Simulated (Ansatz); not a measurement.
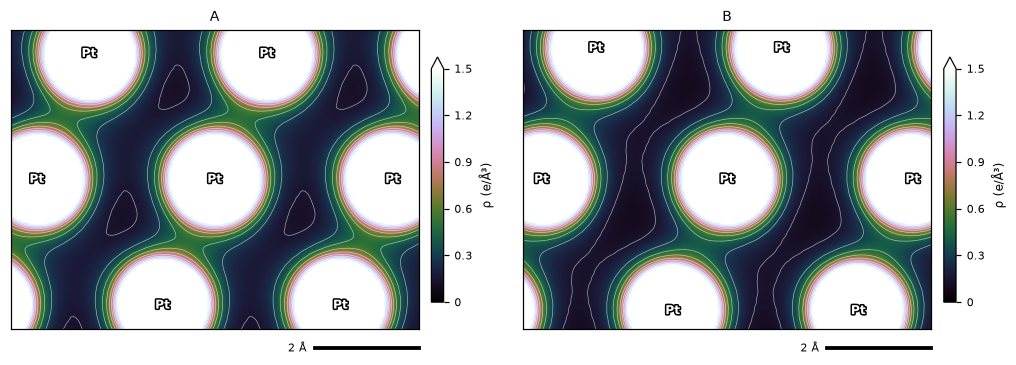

Pt. The valence electron density of two cells that differ in size, on the (001) plane of each (indices in the axes of the calculation cell), at one length scale and on one colour scale; one has 14.9 and the other 16.9 Å³ an atom.

Computed with Ansatz, DFT, revPBE, plane waves (420 eV) with PAW, scalar-relativistic.

The density is the valence pseudo-density of a PAW calculation; it isn't the true density close to the nuclei.

Which is the denser cell? Describe the effect of the change.

Panel A is the smaller cell, by 12 % in volume. From the larger cell to the smaller, Pt–Pt goes from 2.74 to 2.62 Å, and the density at its midpoint from 0.4 to 0.5 e/Å³.
